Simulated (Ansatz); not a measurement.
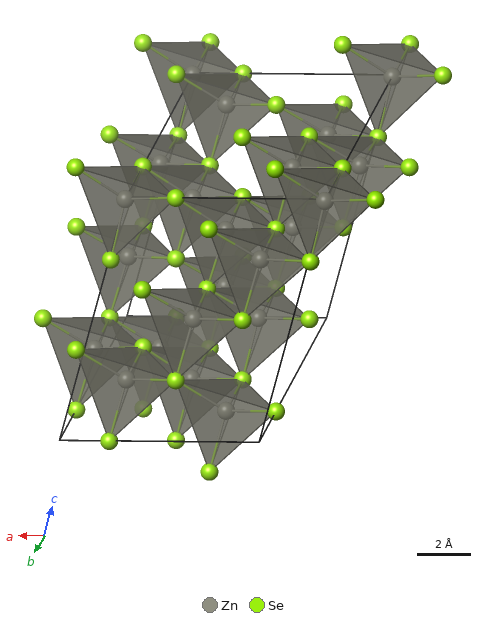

Fig. 1: The structure as given in the input (polyhedral view of the cell of the calculation, seen at an oblique angle; polyhedra are completed across the faces of the cell).

## Geometry relaxation, with input and output: Zn15Se16 (charge −2) (part 1 of 3)

System: Zn15Se16 (defect cell, 31 atoms in the cell, total charge −2).
Method: DFT PBE, scalar-relativistic, plane waves, PAW, spin-polarised (Ansatz 0.2.0).

The structure derives from a Materials Project entry. It belongs to a series of runs on one base structure; here: V_Zn, charge -2, atoms relaxed at the host's cell.

Log:
```
Engine: ansatz 0.2.0, aarch64-unknown-linux-gnu
Pseudopotentials: kind: paw
Pseudopotential: Zn, paw, valence charge 12, recommended cutoff 420 eV (normal), Zn.paw.azcp
Pseudopotential: Se, paw, valence charge 16, recommended cutoff 420 eV (normal), Se.paw.azcp
Functional definition: PBE
  parameter kappa = 0.804
  parameter beta = 0.06672455060314922
  exchange = pbe_x(kappa = kappa, mu = beta*pi^2/3)
  correlation = pbe_c(beta = beta)
Crystal: 31 atoms, lattice volume = 753.224 Å³
Basis set: ecut = 420 eV, 14771 PW (Γ), exchange–correlation on 144×144×144 points (8 copies of the dense FFT grid, shifted against one another)
Bands: 264, of which v1, the nominal top of the filled ones, is band 219 counted from 1 (218 counted from 0)
Symmetry: 1 space group operations
Space group: P1 (ITA 1), of the structure as read, at distance tolerance 9.1e-5 Å
Magnetic group: BNS 1.1 (UNI 1), of the structure as read, at distance tolerance 9.1e-5 Å
k-points: 4 of 8 (time reversal used)
Non-local potential: Zn, projectors of the file, l = 0: 2, l = 1: 2, l = 2: 3, l = 3: 1
Non-local potential: Se, projectors of the file, l = 0: 2, l = 1: 2, l = 2: 3, l = 3: 1
PAW form: soft (Blöchl's): semilocal exchange-correlation on the pseudo side does not see the compensation charge
PAW one-centre angular grid: Zn, 590 points (default); XC on 64 Gauss nodes
PAW one-centre angular grid: Se, 590 points (default); XC on 64 Gauss nodes
Initial density: superposition of atomic densities (chi_scale 0.1, normalization cell, long waves kept (reshape's long-wave potential 0.16 eV rms))
Starting moments: Σ|m| = 2 μB on 4 of 31 sites
Initial wavefunctions: pseudopotential atomic-orbital guess
Functional: x = pbe(κ = 0.804, μ = 0.2195149727645171), c = pbe(β = 0.06672455060314922)
iter 1 solved again at ethr=2.97e-3 eV; its pass at ethr=3.10e-3 eV (dr2=1.30e1 eV) is discarded
SCF iter   1: F=—  HF=-137303.225770 eV  |F-HF|=—  |Δ(HF+E_count)|=         —  Δρ=3.06e-2 (↑3.06e-2 ↓2.43e-2)  dr2=1.30e1  dr2_m=1.40e0  M=0.000 μB ∫|m|=0.226 μB  β_m=0.30  ethr=2.97e-3  ⟨swp⟩=1.8  Hψ=10684  notcnv=0
preconditioner: auto → Resta (q_TF=auto, 2.493 Å⁻¹)  ε∞=4.9  [insulator: Δε(μ)=2.444 eV  Ē_g=11.430 eV  σ=0.020 eV  W_gap=1.00  n_scr=200 (ndim 8)  ℏωp=22.6 eV  f_vac=0.076  D(μ)=0.00/eV (n_scr^D=0)  ε∞_Penn≈4.9]
spin=Collinear: Resta preconditioning applied to the charge; magnetization (m = ρ↑ − ρ↓) channel mixes plain (no charge-response kernel on spin).
SCF iter   2: F=—  HF=-137300.360701 eV  |F-HF|=—  |Δ(HF+E_count)|=    2.87e0  Δρ=2.00e-2 (↑2.00e-2 ↓1.48e-2)  dr2=4.88e0  dr2_m=6.92e-1  M=0.000 μB ∫|m|=0.170 μB  β_m=0.30  ethr=2.97e-3  ⟨swp⟩=3.0  Hψ=3456  notcnv=0
SCF iter   3: F=—  HF=-137298.590811 eV  |F-HF|=—  |Δ(HF+E_count)|=    1.77e0  Δρ=1.00e-2 (↑1.00e-2 ↓7.16e-3)  dr2=5.29e-1  dr2_m=3.40e-1  M=0.000 μB ∫|m|=0.127 μB  β_m=0.30  ethr=1.11e-3  ⟨swp⟩=3.0  Hψ=3592  notcnv=0  defer=316
SCF iter   4: F=—  HF=-137298.367876 eV  |F-HF|=—  |Δ(HF+E_count)|=   2.23e-1  Δρ=5.22e-3 (↑5.22e-3 ↓4.95e-3)  dr2=6.80e-2  dr2_m=1.67e-1  M=0.000 μB ∫|m|=0.098 μB  β_m=0.30  ethr=1.21e-4  ⟨swp⟩=3.4  Hψ=3356  notcnv=0  defer=316
SCF iter   5: F=—  HF=-137298.377664 eV  |F-HF|=—  |Δ(HF+E_count)|=   9.79e-3  Δρ=3.62e-3 (↑3.45e-3 ↓3.62e-3)  dr2=1.88e-2  dr2_m=8.21e-2  M=0.000 μB ∫|m|=0.076 μB  β_m=0.30  ethr=1.55e-5  ⟨swp⟩=2.0  Hψ=2938  notcnv=0  defer=316
SCF iter   6: F=—  HF=-137298.380632 eV  |F-HF|=—  |Δ(HF+E_count)|=   2.97e-3  Δρ=2.55e-3 (↑2.37e-3 ↓2.55e-3)  dr2=4.13e-3  dr2_m=4.04e-2  M=0.000 μB ∫|m|=0.059 μB  β_m=0.30  ethr=4.30e-6  ⟨swp⟩=2.0  Hψ=2588  notcnv=0  defer=316
SCF iter   7: F=—  HF=-137298.384267 eV  |F-HF|=—  |Δ(HF+E_count)|=   3.63e-3  Δρ=1.72e-3 (↑1.70e-3 ↓1.72e-3)  dr2=8.58e-4  dr2_m=1.99e-2  M=0.000 μB ∫|m|=0.046 μB  β_m=0.30  ethr=9.42e-7  ⟨swp⟩=2.0  Hψ=3633  notcnv=0  defer=316
Mixer restart at iter 7: flushing history
spin-set hold released at iteration 7 (site moments contracting): the magnetisation degrees of freedom join the quasi-Newton model from the next iteration; the mixer history was flushed
SCF iter   8: F=—  HF=-137298.385398 eV  |F-HF|=—  |Δ(HF+E_count)|=   1.13e-3  Δρ=1.21e-3 (↑1.21e-3 ↓1.20e-3)  dr2=7.28e-4  dr2_m=9.85e-3  M=0.000 μB ∫|m|=0.035 μB  β_m=0.65  ethr=1.96e-7  ⟨swp⟩=2.1  Hψ=3589  notcnv=0  defer=316
SCF iter   9: F=—  HF=-137298.387208 eV  |F-HF|=—  |Δ(HF+E_count)|=   1.81e-3  Δρ=9.71e-5 (↑9.61e-5 ↓9.71e-5)  dr2=1.70e-4  dr2_m=8.15e-6  M=0.000 μB ∫|m|=0.007 μB  β_m=0.57  ethr=1.66e-7  ⟨swp⟩=2.0  Hψ=2988  notcnv=0  defer=316
SCF iter  10: F=—  HF=-137298.387106 eV  |F-HF|=—  |Δ(HF+E_count)|=   1.02e-4  Δρ=4.02e-5 (↑3.55e-5 ↓4.02e-5)  dr2=3.79e-5  dr2_m=3.55e-6  M=0.000 μB ∫|m|=0.005 μB  β_m=0.59  ethr=3.87e-8  ⟨swp⟩=2.0  Hψ=3548  notcnv=0  defer=316
iter 11 did not close the SCF: its close was put off for a magnetic moment that had not settled (scf_convergence_deferred on its scf_iter line)
SCF iter  11: F=-137298.387147 eV  HF=-137298.387127 eV  |F-HF|=1.99e-5  |Δ(HF+E_count)|=   2.03e-5  Δρ=2.06e-5 (↑2.06e-5 ↓1.93e-5)  dr2=1.18e-5  dr2_m=1.05e-6  M=0.000 μB ∫|m|=0.003 μB  β_m=0.79  ethr=5.14e-9  ⟨swp⟩=15.0  Hψ=21013  notcnv=0
SCF iter  12: F=-137298.387151 eV  HF=-137298.387149 eV  |F-HF|=2.48e-6  |Δ(HF+E_count)|=   2.18e-5  Δρ=5.61e-6 (↑5.61e-6 ↓5.44e-6)  dr2=1.65e-6  dr2_m=2.03e-8  M=0.000 μB ∫|m|=0.000 μB  ethr=2.69e-9  ⟨swp⟩=7.8  Hψ=15168  notcnv=0
WARN: the starting moments were not kept: the SCF closed with an absolute magnetisation of 4.2e-4 μB, where they sum to 2 μB in size (4 sites). That is at most 0.1 of that sum. Measured as dr2_m measures the in/out step, that magnetisation stands 3.1e-9 eV from none, at or under the dr2_threshold of 2.3e-5 eV: it is no larger than a step whose dr2_m would equal this threshold. The system may hold no moment; this SCF shows only that its start led to no more than that. To try another start: raise the starting moments (crystal.atoms[].spin, magnetization.per_species, magnetization.initial_magnetization, or on a non-collinear deck that types none of these the spinor_matrix: blocks that start its atoms; where the total moment is fixed, keep their sum and leave initial_magnetization as it is; typed ones take the place of any that the run laid by itself, positive ones on a crystal's lanthanoids without a Hubbard term where scf.initial_density.shell_occupations: [] is typed) or, if the notice of its spin-set hold's release reads "site moments contracting" or "site moments show no strong build", lengthen the hold (scf.mixing.spin_hold: { on: { confirm: 4 } }; for m-r²SCAN on two components see the key's manual first). Each may lead to a state that holds a moment. A second SCF, from the converged charge density, with the starting moments and any scf.initial_density.shell_occupations laid on it anew, would have followed, and was not run: the deck does not ask for one (magnetization.retry_lost_moments is false, the default). To let it run, set magnetization.retry_lost_moments: true and run the deck again, where that key's refused combinations let it; where memory then withholds it, that run's warning says so.
SCF 1 converged in 12 iterations: F = -137298.387151 eV  dr2 = 1.65e-6
  greatest PAW one-centre occupation: 1.000 electrons in one spin orbital (limit 2), on the Se atom at site 28 (counted from 0), in its partial waves of l = 2
relax step   1: F+E_penalty+E_count = -137298.38715111 eV  Δ(F+E_penalty+E_count) = +0.000e0 eV  max|allowed force component| = 1.711e-1 eV/Å  Δτ_max = 0.0000 Å  (12 SCF iters, dr2 threshold 2.25e-5 eV, accepted)
Initial density: handed on by an earlier stage of this run
Starting moments: Σ|m| = 2 μB on 4 of 31 sites; this step starts from the density that it was given
Initial wavefunctions: those handed on with the density
iter 1 solved again at ethr=9.95e-6 eV; its pass at ethr=3.10e-3 eV (dr2=4.36e-2 eV) is discarded
SCF iter   1: F=—  HF=-137298.423052 eV  |F-HF|=—  |Δ(HF+E_count)|=         —  Δρ=2.28e-3 (↑2.28e-3 ↓1.29e-3)  dr2=4.34e-2  dr2_m=1.35e-2  M=0.000 μB ∫|m|=0.021 μB  β_m=0.30  ethr=9.95e-6  ⟨swp⟩=2.0  Hψ=5630  notcnv=0  defer=316
preconditioner: auto → Resta (q_TF=auto, 2.493 Å⁻¹)  ε∞=5.3  [insulator: Δε(μ)=2.677 eV  Ē_g=10.829 eV  σ=0.020 eV  W_gap=1.00  n_scr=200 (ndim 8)  ℏωp=22.6 eV  f_vac=0.118  D(μ)=0.00/eV (n_scr^D=0)  ε∞_Penn≈5.3]
spin=Collinear: Resta preconditioning applied to the charge; magnetization (m = ρ↑ − ρ↓) channel mixes plain (no charge-response kernel on spin).
SCF iter   2: F=—  HF=-137298.417938 eV  |F-HF|=—  |Δ(HF+E_count)|=   5.11e-3  Δρ=1.58e-3 (↑1.58e-3 ↓9.14e-4)  dr2=1.86e-2  dr2_m=6.79e-3  M=0.000 μB ∫|m|=0.016 μB  β_m=0.61  ethr=9.92e-6  ⟨swp⟩=2.0  Hψ=2435  notcnv=0  defer=316
SCF iter   3: F=—  HF=-137298.415708 eV  |F-HF|=—  |Δ(HF+E_count)|=   2.23e-3  Δρ=1.66e-4 (↑1.41e-4 ↓1.66e-4)  dr2=5.07e-4  dr2_m=6.12e-5  M=0.000 μB ∫|m|=0.003 μB  β_m=0.67  ethr=4.25e-6  ⟨swp⟩=2.0  Hψ=3112  notcnv=0  defer=316
SCF iter   4: F=—  HF=-137298.415465 eV  |F-HF|=—  |Δ(HF+E_count)|=   2.43e-4  Δρ=9.24e-5 (↑7.85e-5 ↓9.24e-5)  dr2=2.15e-4  dr2_m=5.39e-6  M=0.000 μB ∫|m|=0.002 μB  β_m=0.68  ethr=1.16e-7  ⟨swp⟩=2.0  Hψ=3068  notcnv=0  defer=316
SCF iter   5: F=—  HF=-137298.415443 eV  |F-HF|=—  |Δ(HF+E_count)|=   2.20e-5  Δρ=3.16e-5 (↑3.16e-5 ↓3.07e-5)  dr2=3.85e-5  dr2_m=5.21e-8  M=0.000 μB ∫|m|=0.000 μB  β_m=0.64  ethr=4.90e-8  ⟨swp⟩=2.0  Hψ=2812  notcnv=0  defer=316
SCF iter   6: F=—  HF=-137298.415438 eV  |F-HF|=—  |Δ(HF+E_count)|=   4.99e-6  Δρ=1.19e-5 (↑1.19e-5 ↓1.15e-5)  dr2=9.04e-6  dr2_m=1.65e-7  M=0.000 μB ∫|m|=0.000 μB  β_m=0.77  ethr=8.78e-9  ⟨swp⟩=2.0  Hψ=3068  notcnv=0  defer=316
iter 7 did not close the SCF: its close was put off for a magnetic moment that had not settled (scf_convergence_deferred on its scf_iter line)
SCF iter   7: F=-137298.415443 eV  HF=-137298.415443 eV  |F-HF|=5.98e-7  |Δ(HF+E_count)|=   4.28e-6  Δρ=4.53e-6 (↑4.03e-6 ↓4.53e-6)  dr2=9.56e-7  dr2_m=1.45e-8  M=0.000 μB ∫|m|=0.000 μB  β_m=0.88  ethr=4.18e-10  ⟨swp⟩=12.8  Hψ=16507  notcnv=0
SCF iter   8: F=-137298.415443 eV  HF=-137298.415443 eV  |F-HF|=1.45e-7  |Δ(HF+E_count)|=   8.66e-7  Δρ=2.41e-6 (↑2.41e-6 ↓2.39e-6)  dr2=1.18e-7  dr2_m=2.59e-10  M=0.000 μB ∫|m|=0.000 μB  ethr=2.18e-10  ⟨swp⟩=7.2  Hψ=13427  notcnv=0
the starting moments were not kept: the SCF closed with an absolute magnetisation of 2.1e-5 μB, where they sum to 2 μB in size (4 sites). That is at most 0.1 of that sum. Measured as dr2_m measures the in/out step, that magnetisation stands 1.4e-11 eV from none, at or under the dr2_threshold of 1.8e-6 eV: it is no larger than a step whose dr2_m would equal this threshold.
SCF 2 converged in 8 iterations: F = -137298.415443 eV  dr2 = 1.18e-7
  greatest PAW one-centre occupation: 1.000 electrons in one spin orbital (limit 2), on the Se atom at site 29 (counted from 0), in its partial waves of l = 2
relax step   2: F+E_penalty+E_count = -137298.41544329 eV  Δ(F+E_penalty+E_count) = -2.829e-2 eV  max|allowed force component| = 7.960e-2 eV/Å  Δτ_max = 0.0427 Å  (8 SCF iters, dr2 threshold 1.83e-6 eV, accepted)
SCF iter   1: F=—  HF=-137298.422401 eV  |F-HF|=—  |Δ(HF+E_count)|=         —  Δρ=5.41e-4 (↑5.41e-4 ↓5.15e-4)  dr2=5.70e-3  dr2_m=1.15e-4  M=0.000 μB ∫|m|=0.002 μB  β_m=0.30  ethr=2.20e-5  ⟨swp⟩=3.0  Hψ=3696  notcnv=0  defer=316
preconditioner: auto → Resta (q_TF=auto, 2.493 Å⁻¹)  ε∞=5.3  [insulator: Δε(μ)=2.723 eV  Ē_g=10.820 eV  σ=0.020 eV  W_gap=1.00  n_scr=200 (ndim 8)  ℏωp=22.6 eV  f_vac=0.118  D(μ)=0.00/eV (n_scr^D=0)  ε∞_Penn≈5.3]
spin=Collinear: Resta preconditioning applied to the charge; magnetization (m = ρ↑ − ρ↓) channel mixes plain (no charge-response kernel on spin).
SCF iter   2: F=—  HF=-137298.421323 eV  |F-HF|=—  |Δ(HF+E_count)|=   1.08e-3  Δρ=3.68e-4 (↑3.68e-4 ↓3.49e-4)  dr2=2.41e-3  dr2_m=5.78e-5  M=0.000 μB ∫|m|=0.001 μB  β_m=0.58  ethr=1.30e-6  ⟨swp⟩=1.0  Hψ=2432  notcnv=0  defer=316
SCF iter   3: F=—  HF=-137298.420613 eV  |F-HF|=—  |Δ(HF+E_count)|=   7.11e-4  Δρ=4.01e-5 (↑4.01e-5 ↓3.97e-5)  dr2=4.21e-5  dr2_m=8.85e-7  M=0.000 μB ∫|m|=0.000 μB  β_m=0.72  ethr=5.49e-7  ⟨swp⟩=2.0  Hψ=2785  notcnv=0  defer=316
SCF iter   4: F=—  HF=-137298.420292 eV  |F-HF|=—  |Δ(HF+E_count)|=   3.20e-4  Δρ=2.36e-5 (↑2.34e-5 ↓2.36e-5)  dr2=1.73e-5  dr2_m=6.55e-8  M=0.000 μB ∫|m|=0.000 μB  β_m=0.72  ethr=9.60e-9  ⟨swp⟩=2.0  Hψ=3068  notcnv=0  defer=316
SCF iter   5: F=—  HF=-137298.420290 eV  |F-HF|=—  |Δ(HF+E_count)|=   1.93e-6  Δρ=9.54e-6 (↑9.54e-6 ↓9.54e-6)  dr2=3.57e-6  dr2_m=4.22e-10  M=0.000 μB ∫|m|=0.000 μB  β_m=0.68  ethr=3.95e-9  ⟨swp⟩=2.0  Hψ=2812  notcnv=0  defer=316
SCF iter   6: F=—  HF=-137298.420290 eV  |F-HF|=—  |Δ(HF+E_count)|=   3.75e-7  Δρ=3.58e-6 (↑3.58e-6 ↓3.54e-6)  dr2=8.60e-7  dr2_m=1.26e-9  M=0.000 μB ∫|m|=0.000 μB  β_m=0.71  ethr=8.16e-10  ⟨swp⟩=2.0  Hψ=3068  notcnv=0  defer=316
SCF iter   7: F=—  HF=-137298.420290 eV  |F-HF|=—  |Δ(HF+E_count)|=   3.16e-7  Δρ=1.44e-6 (↑1.40e-6 ↓1.44e-6)  dr2=1.13e-7  dr2_m=3.19e-10  M=0.000 μB ∫|m|=0.000 μB  β_m=0.85  ethr=1.96e-10  ⟨swp⟩=2.0  Hψ=3068  notcnv=0  defer=316
SCF iter   8: F=-137298.420290 eV  HF=-137298.420290 eV  |F-HF|=3.67e-9  |Δ(HF+E_count)|=   1.17e-7  Δρ=5.02e-7 (↑5.00e-7 ↓5.02e-7)  dr2=9.55e-9  dr2_m=8.11e-12  M=0.000 μB ∫|m|=0.000 μB  ethr=2.28e-11  ⟨swp⟩=12.0  Hψ=13646  notcnv=0
the starting moments were not kept: the SCF closed with an absolute magnetisation of 2.5e-6 μB, where they sum to 2 μB in size (4 sites). That is at most 0.1 of that sum. Measured as dr2_m measures the in/out step, that magnetisation stands 2.7e-13 eV from none, at or under the dr2_threshold of 1.0e-7 eV: it is no larger than a step whose dr2_m would equal this threshold.
SCF 3 converged in 8 iterations: F = -137298.420290 eV  dr2 = 9.55e-9
relax step   3: F+E_penalty+E_count = -137298.42029041 eV  Δ(F+E_penalty+E_count) = -4.847e-3 eV  max|allowed force component| = 5.318e-3 eV/Å  Δτ_max = 0.0196 Å  (8 SCF iters, accepted)
```

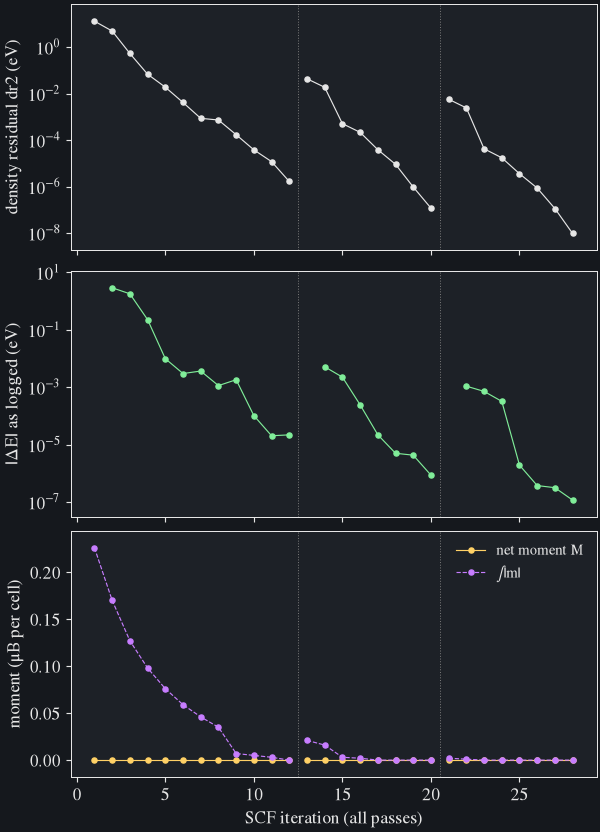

Fig. 2: Convergence of the self-consistent field: density residual dr2, size of the energy change and magnetic moment against the SCF iteration. The dotted lines part the SCF passes of the relaxation: geometry steps, rejected trials and re-solves on a re-selected basis. The passes take 12, 8 and 8 iterations. The net moment stays at 0.0 μB per cell, and ∫|m| falls to zero.

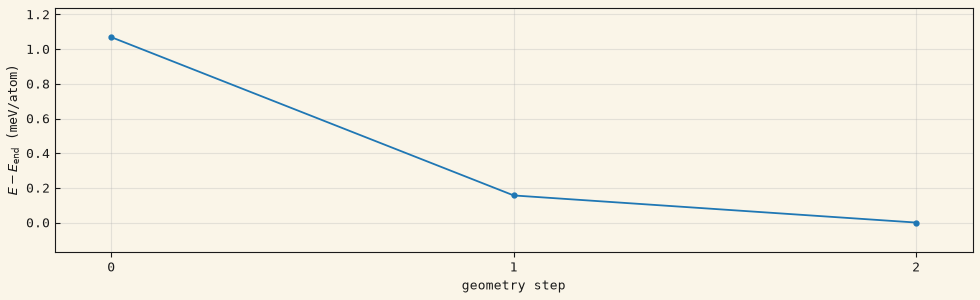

Fig. 3: Progress of the relaxation, step by step (the first geometry is step 0 here and step 1 in the log).

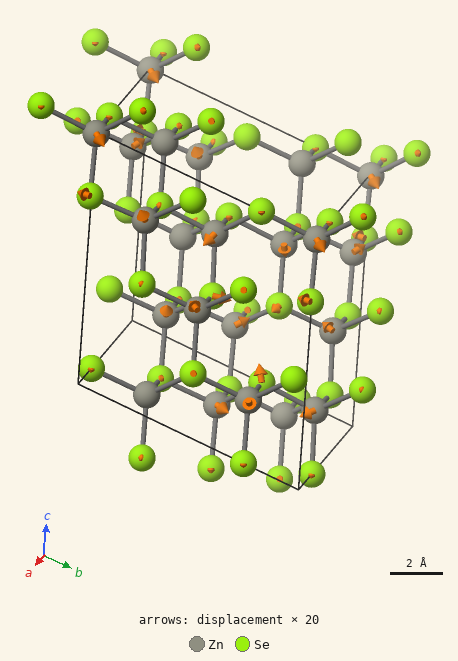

Fig. 4: The starting structure with the displacements as orange arrows, magnified 20 times (ball-and-stick view of the cell of the calculation, with bonded neighbours outside it, seen slightly off an axis). The largest moves, 0.039 Å, are those of Se29 and Se30. By element the largest moves are Se 0.039 Å, Zn 0.037 Å. The cell stays as it was. Distances before and after: Zn15–Se31 2.456 → 2.426 Å, Zn10–Se30 2.443 → 2.426 Å, Zn10–Se19 2.506 → 2.524 Å, Zn10–Se17 2.502 → 2.498 Å. After 2 geometry steps the energy has fallen by 1.1 meV per atom. The largest force component goes from 0.17 to 0.0053 eV/Å. (Atoms are counted from 1 in the order of the input.)

```
SCF converged after 8 iterations
Magnetization: 0.0000 μB (219.0000 up, 219.0000 down)
Absolute magnetization: 0.0000 μB (∫|ρ↑−ρ↓|, with the PAW one-centre terms)
Spin contamination: 0.0000 ħ² per cell (⟨S²⟩ above its minimum at these occupations)
Per-site moments (μB) at R_I (Å): [(1.9735145266061282e-8, 1.0006709082184801), (2.1216820108240887e-8, 1.0006658473153964), (2.435017951614236e-10, 1.0251972179018571), (7.853446251289801e-9, 1.0006652670807745), (1.3287448724742437e-9, 1.0252138424089239), (1.0199795304684077e-8, 1.000679095017473), (1.0494310013309252e-8, 1.000681078219082), (1.8727917707672774e-9, 1.0007184910808342), (-3.480349869768907e-9, 1.0006919538214984), (1.1145095154073439e-8, 1.0006927258754246), (6.453089210640844e-10, 1.0251981156101773), (-2.9112982838950884e-10, 1.000670772118096), (-4.812538060815453e-9, 1.0006937413153991), (1.5611425121080802e-8, 1.0006579114871523), (1.2866955520497383e-8, 1.0007098635222675), (-6.30572624443606e-8, 1.0006652670807745), (1.4159731422756225e-8, 1.0251981156101773), (3.774430504035524e-9, 1.0252942103477578), (6.567010784976059e-9, 1.0252497490385286), (6.428692219034412e-9, 1.0253020554628793), (1.0390292488675536e-8, 1.0252563421737186), (1.0244863309203299e-8, 1.0252138424089239), (1.481461579343662e-9, 1.0252973691544787), (7.408195620602757e-9, 1.0251972179018571), (1.4062093954665346e-8, 1.0252811221053313), (-2.4237738312708452e-9, 1.0252961538912684), (1.100137156514903e-8, 1.025232769855296), (1.4866059224401128e-8, 1.0252828370569995), (1.4874195748089486e-8, 1.000670772118096), (-1.0390150076054637e-7, 1.0006579114871523), (-1.5105741765080443e-7, 1.0006658473153964)]
Free energy (F): -137298.420290 eV
Harris-Foulkes:  -137298.420290 eV  (|F-HF|=3.67e-9)
Internal energy: -137298.420290 eV  (E = F + TS)
E sigma→0 (E₀):  -137298.420290 eV
Fermi energy:    7.273770 eV
```
